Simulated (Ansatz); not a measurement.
**What a change does: geometry relaxation on MgH$_{2}$**

System: MgH$_{2}$ (6 atoms in the cell).
Method of the first run: DFT, r2SCAN, plane waves, PAW, no spin polarisation (Ansatz 0.2.0).

The structure derives from an entry of the Crystallography Open Database. The geometry comes from this level: PBE. Text and figures count atoms from 1; the logs count them from 0 in places.

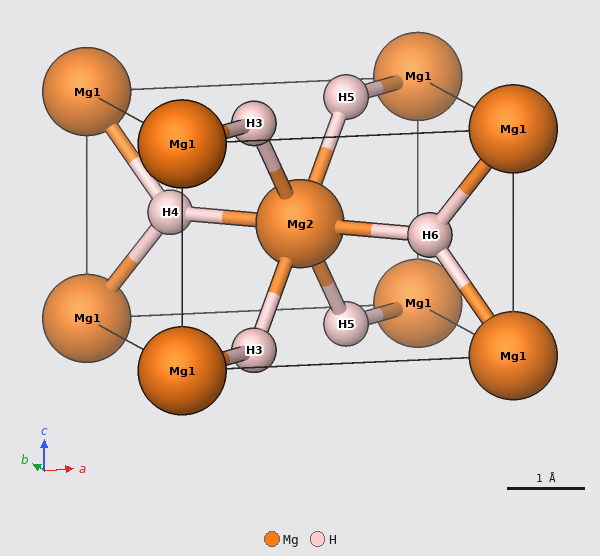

Fig. 1: The input geometry (ball-and-stick view of the cell of the calculation, seen slightly off an axis; atoms are numbered from 1 in the order of the input). Near neighbours in the crystal (not all of them lie inside the picture): Mg has 6 H at 1.95 to 1.96 Å; H has 3 Mg at 1.95 to 1.96 Å.

### Input file, the first run
```yaml
crystal:
  lattice:
    - [4.5178551155, 0.0, 0.0]
    - [0.0, 4.5178551155, 0.0]
    - [0.0, 0.0, 3.0120664636]
  atoms:
    - { symbol: Mg, position: [0.0, 0.0, 0.0] }
    - { symbol: Mg, position: [0.5, 0.5, 0.5] }
    - { symbol: H, position: [0.3044392696, 0.3044392696, 0.0] }
    - { symbol: H, position: [0.1955607304, 0.8044392696, 0.5] }
    - { symbol: H, position: [0.6955607304, 0.6955607304, 0.0] }
    - { symbol: H, position: [0.8044392696, 0.1955607304, 0.5] }
kpoints:
  mp_grid: { grid: [6, 6, 8] }
hamiltonian:
  xc: r2scan
scf:
  occupations: { method: fermi_dirac, width: 0.02 }
relax:
  f_tol: 0.005
  cell: {}
```

Launched with:
```bash
ansatz run input.yaml --threads 4 --pin off --max-ram 9216MiB --backend cpu --events-out ev --progress --plain --runs-dir out
```

Hardware: 4 threads of Intel Xeon @ 2.90GHz (Ice Lake), 64 GiB of memory available, shared host.

### Output, shortened to warnings, some set-up lines, iterations and results (the first run)
```
Basis set: ecut = 500 eV, 1567 PW (Γ), exchange–correlation on 144×144×96 points (64 copies of the dense FFT grid, shifted against one another)
Symmetry: 16 space group operations
k-points: 50 of 288
Initial density: superposition of atomic densities (neutral atoms: chi_scale 0, normalization atom), corrected by the library's trained network
[...]
SCF iter   1: F=—  HF=-3918.154734 eV  |F-HF|=—  |Δ(HF+E_count)|=         —  Δρ=6.79e-3  dr2=1.14e-2  dr2_τ=8.36e-3  ethr=1.77e-3  ⟨swp⟩=6.0  Hψ=4778  notcnv=0
SCF iter   2: F=—  HF=-3918.182962 eV  |F-HF|=—  |Δ(HF+E_count)|=   2.82e-2  Δρ=3.02e-3  dr2=4.14e-3  dr2_τ=7.13e-5  ethr=4.74e-5  ⟨swp⟩=2.7  Hψ=2192  notcnv=0  defer=91
SCF iter   3: F=—  HF=-3918.183352 eV  |F-HF|=—  |Δ(HF+E_count)|=   3.90e-4  Δρ=4.09e-4  dr2=3.42e-5  dr2_τ=4.30e-6  ethr=1.73e-5  ⟨swp⟩=2.0  Hψ=1218  notcnv=0  defer=91
SCF iter   4: F=—  HF=-3918.183378 eV  |F-HF|=—  |Δ(HF+E_count)|=   2.61e-5  Δρ=1.56e-4  dr2=6.00e-6  dr2_τ=5.99e-7  ethr=1.42e-7  ⟨swp⟩=2.0  Hψ=1409  notcnv=0  defer=41
SCF iter   5: F=—  HF=-3918.183380 eV  |F-HF|=—  |Δ(HF+E_count)|=   2.29e-6  Δρ=2.06e-5  dr2=2.45e-7  dr2_τ=3.45e-9  ethr=2.50e-8  ⟨swp⟩=2.0  Hψ=1009  notcnv=0  defer=41
[... 21 lines ...]
SCF iter   2: F=—  HF=-3918.187310 eV  |F-HF|=—  |Δ(HF+E_count)|=   6.08e-7  Δρ=1.26e-5  dr2=7.97e-9  dr2_τ=1.44e-8  ethr=1.34e-10  ⟨swp⟩=2.0  Hψ=1500  notcnv=0
SCF iter   3: F=—  HF=-3918.187310 eV  |F-HF|=—  |Δ(HF+E_count)|=   9.72e-8  Δρ=1.11e-6  dr2=1.61e-10  dr2_τ=1.11e-10  ethr=3.32e-11  ⟨swp⟩=2.2  Hψ=1164  notcnv=0
SCF iter   4: F=-3918.187310 eV  HF=-3918.187310 eV  |F-HF|=3.37e-11  |Δ(HF+E_count)|=   1.04e-9  Δρ=1.82e-7  dr2=8.30e-12  dr2_τ=2.15e-12  ethr=1.00e-12  ⟨swp⟩=4.0  Hψ=2500  …
SCF 5 converged in 4 iterations: F = -3918.187310 eV  dr2 = 8.30e-12
relax step   5: F+E_penalty+E_count = -3918.18731045 eV  Δ(F+E_penalty+E_count) = +3.742e-4 eV  max|allowed force component| = 3.459e-4 eV/Å  Δτ_max = 0.0000 Å  P = -0.006 …
basis re-selected at this cell: Δ(F+E_penalty+E_count) = +3.742e-4 eV, ΔP = -0.002 GPa vs the last step (what re-selecting the basis moved, of the pressure what is left beyond the Pulay correction that the steps carried, after the strain that the cell walked since its last selection, with what the …
SCF converged after 4 iterations
Free energy (F): -3918.187310 eV
Harris-Foulkes:  -3918.187310 eV  (|F-HF|=3.37e-11)
Internal energy: -3918.187310 eV  (E = F + TS)
E sigma→0 (E₀):  -3918.187310 eV
Fermi energy:    3.868491 eV
--- Per-component energies (eV) ---
  E_band       = -779.801463
  E_kinetic    = 208.397914
  E_local      = -3441.677785  (includes V_loc(G=0)·N_el)
  E_nonlocal   = 196.836633
  E_hartree    = 1234.910768
  E_xc         = -92.341651
  E_vxc        = -131.112883  (∫ρ·V_xc dr)
  E_paw        = -594.517775  (= ΣΔE_a)
  E_vpaw       = -89.175252  (= ΣTr[D̂ρ^β])
  E_aug_tail   = -0.001916  (compensation charges beyond the density's cutoff)
  E_vtau       = 7.110311  (kinetic-family band-sum trace: ∫τ·v_τ [+ j·A + Jᵃ·Aᵃ] dr)
  E_ewald      = -1429.741082
  E_core_change = -0.052416  (= ΣΔE_core)
  E_smearing   = -0.000000  (= −TS)
  E_closure    = -0.000000  (closes the sum)
  Σ components = -3918.187310   (vs F -3918.187310, Δ=0.00e0)
--- Forces (eV/Å), atoms counted from 1 ---
  atom   1  Mg     0.00000000     0.00000000    -0.00000000
  atom   2  Mg    -0.00000000    -0.00000000    -0.00000000
  atom   3  H     -0.00034591    -0.00034591    -0.00000000
  atom   4  H      0.00034591    -0.00034591    -0.00000000
  atom   5  H      0.00034591     0.00034591     0.00000000
  atom   6  H     -0.00034591     0.00034591     0.00000000
  max |Σ_I F_I| component: 2.17e-19 eV/Å
--- Stress (GPa, compression-positive) ---
       -0.009977       0.000000       0.000000
        0.000000      -0.009977       0.000000
        0.000000       0.000000       0.001301
  P = ⅓ Tr σ = -0.0062 GPa (-0.062 kbar)
--- Relaxed structure (4 steps of the walk, 4 accepted, 1 SCFs on fresh bases) ---
  F+E_penalty+E_count = -3918.18731045 eV   max|allowed force component| = 3.459e-4 eV/Å   (the final SCF, on the basis selected at the relaxed cell)
  cell:  # Å, volume = 60.2719 Å³
    - [4.48494529952747, -1.7912372199081178e-34, 0.0]
    - [5.511499138178825e-35, 4.48494529952747, 0.0]
    - [0.0, 0.0, 2.996406503370429]
[...]
```

The input of the second run differs as follows (lines with − go, lines with + come):
```diff
-  xc: r2scan
+  xc: lda
```

How does the second run compare with the first run?

The total energies belong to different methods, so their difference says nothing on which is more stable or more accurate. The volume per atom goes from 10.05 to 9.72 Å³. The functional changes from r2SCAN to LDA. The SCF takes 18 iterations over all geometry steps against 21. The default cutoff goes from 500 to 420 eV with the change.

### Output, shortened to warnings, some set-up lines, iterations and results (the second run)
```
Basis set: ecut = 420 eV, 1187 PW (Γ)
Symmetry: 16 space group operations
k-points: 50 of 288
Initial density: superposition of atomic densities (neutral atoms: chi_scale 0, normalization atom), corrected by the library's trained network
[...]
SCF iter   1: F=—  HF=-3866.939544 eV  |F-HF|=—  |Δ(HF+E_count)|=         —  Δρ=1.26e-2  dr2=6.61e-2  ethr=1.77e-3  ⟨swp⟩=6.1  Hψ=4589  notcnv=0  defer=1
SCF iter   2: F=—  HF=-3866.911399 eV  |F-HF|=—  |Δ(HF+E_count)|=   2.81e-2  Δρ=4.07e-3  dr2=6.86e-3  ethr=2.75e-4  ⟨swp⟩=1.8  Hψ=1412  notcnv=0  defer=46
SCF iter   3: F=—  HF=-3866.908304 eV  |F-HF|=—  |Δ(HF+E_count)|=   3.10e-3  Δρ=1.30e-4  dr2=6.80e-6  ethr=2.86e-5  ⟨swp⟩=3.0  Hψ=1600  notcnv=0  defer=91
SCF iter   4: F=—  HF=-3866.908302 eV  |F-HF|=—  |Δ(HF+E_count)|=   1.32e-6  Δρ=4.26e-5  dr2=4.66e-7  ethr=2.83e-8  ⟨swp⟩=2.0  Hψ=1409  notcnv=0  defer=91
SCF iter   5: F=-3866.908302 eV  HF=-3866.908302 eV  |F-HF|=3.13e-8  |Δ(HF+E_count)|=   3.63e-7  Δρ=1.08e-5  dr2=3.09e-8  ethr=1.94e-9  ⟨swp⟩=2.1  Hψ=1321  notcnv=0  defer=91
[... 16 lines ...]
SCF iter   2: F=—  HF=-3866.934848 eV  |F-HF|=—  |Δ(HF+E_count)|=   1.27e-6  Δρ=6.40e-5  dr2=2.32e-7  ethr=4.45e-9  ⟨swp⟩=1.0  Hψ=900  notcnv=0
SCF iter   3: F=—  HF=-3866.934848 eV  |F-HF|=—  |Δ(HF+E_count)|=   5.55e-7  Δρ=3.56e-6  dr2=7.18e-10  ethr=9.68e-10  ⟨swp⟩=1.0  Hψ=904  notcnv=0
SCF iter   4: F=-3866.934848 eV  HF=-3866.934848 eV  |F-HF|=2.73e-12  |Δ(HF+E_count)|=   1.43e-9  Δρ=1.31e-7  dr2=3.73e-12  ethr=1.00e-12  ⟨swp⟩=4.9  Hψ=3015  notcnv=0
SCF 4 converged in 4 iterations: F = -3866.934848 eV  dr2 = 3.73e-12
relax step   4: F+E_penalty+E_count = -3866.93484840 eV  Δ(F+E_penalty+E_count) = +1.965e-3 eV  max|allowed force component| = 4.798e-3 eV/Å  Δτ_max = 0.0000 Å  P = -0.036 …
basis re-selected at this cell: Δ(F+E_penalty+E_count) = +1.965e-3 eV, ΔP = -0.029 GPa vs the last step (what re-selecting the basis moved, of the pressure what is left beyond the Pulay correction that the steps carried, after the strain that the cell walked since its last selection, with what the …
SCF converged after 4 iterations
Free energy (F): -3866.934848 eV
Harris-Foulkes:  -3866.934848 eV  (|F-HF|=2.73e-12)
Internal energy: -3866.934848 eV  (E = F + TS)
E sigma→0 (E₀):  -3866.934848 eV
Fermi energy:    3.878620 eV
--- Per-component energies (eV) ---
  E_band       = -743.702172
  E_kinetic    = 207.901006
  E_local      = -3409.590176  (includes V_loc(G=0)·N_el)
  E_nonlocal   = 197.460032
  E_hartree    = 1220.690542
  E_xc         = -93.935571
  E_vxc        = -122.341731  (∫ρ·V_xc dr)
  E_paw        = -543.769497  (= ΣΔE_a)
  E_vpaw       = -58.507532  (= ΣTr[D̂ρ^β])
  E_aug_tail   = -0.004954  (compensation charges beyond the density's cutoff)
  E_ewald      = -1445.987189
  E_core_change = 0.300959  (= ΣΔE_core)
  E_smearing   = -0.000000  (= −TS)
  E_closure    = -0.000000  (closes the sum)
  Σ components = -3866.934848   (vs F -3866.934848, Δ=0.00e0)
--- Forces (eV/Å), atoms counted from 1 ---
  atom   1  Mg     0.00000000     0.00000000     0.00000000
  atom   2  Mg    -0.00000000     0.00000000     0.00000000
  atom   3  H     -0.00479783    -0.00479783     0.00000000
  atom   4  H      0.00479783    -0.00479783     0.00000000
  atom   5  H      0.00479783     0.00479783     0.00000000
  atom   6  H     -0.00479783     0.00479783     0.00000000
  max |Σ_I F_I| component: 8.67e-19 eV/Å
--- Stress (GPa, compression-positive) ---
       -0.044763       0.000000       0.000000
        0.000000      -0.044763       0.000000
        0.000000       0.000000      -0.017322
  P = ⅓ Tr σ = -0.0356 GPa (-0.356 kbar)
--- Relaxed structure (3 steps of the walk, 3 accepted, 1 SCFs on fresh bases) ---
  F+E_penalty+E_count = -3866.93484840 eV   max|allowed force component| = 4.798e-3 eV/Å   (the final SCF, on the basis selected at the relaxed cell)
  cell:  # Å, volume = 58.3481 Å³
[...]
```

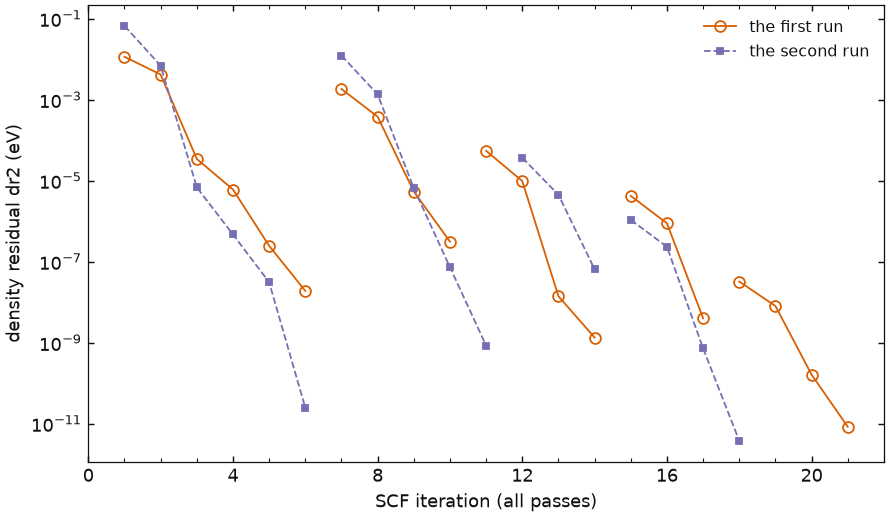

Fig. 2: Convergence of the two runs: density residual dr2 against the SCF iteration. A break in a curve parts two SCF passes. The first run takes 21 iterations in all, and the second run takes 18.

### The two runs side by side

```tsv
quantity	the first run	the second run
outcome	converged	converged
free energy per atom (eV)	−653.0312	−644.4891
pressure (GPa)	−0.01	−0.04
volume per atom (Å³)	10.05	9.72
largest force (eV/Å)	0.000	0.007
SCF iterations	21	18
irreducible k-points	50	50
wall time (shared host)	5.7 s	1.9 s
```
